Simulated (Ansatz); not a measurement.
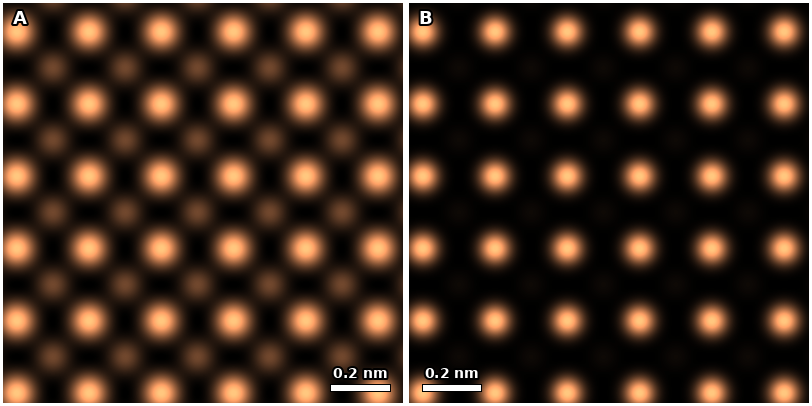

Two simulated images of the same area of HfO2 (Fm-3m, No. 225) along [001], with a probe of 0.85 Å. One is incoherent Z contrast (Z^1.7 per atom), the other the projected potential of neutral atoms blurred by the probe (iDPC-like, thin sample). Brightness is counted from the darkest point of the image. Structure: the input geometry of an electronic-structure calculation (not necessarily at equilibrium); the starting structure was generated, so it need not be a known form of this composition.

**Which panel is which, and how can one tell?**

B is the Z-contrast image and A the potential image. The columns of 2 O per repeat reach about 4 % of the brightest peak (1 Hf) in B but about 36 % in A, mainly since the potential grows much more slowly with atomic number. The O columns show clearly in A alone.
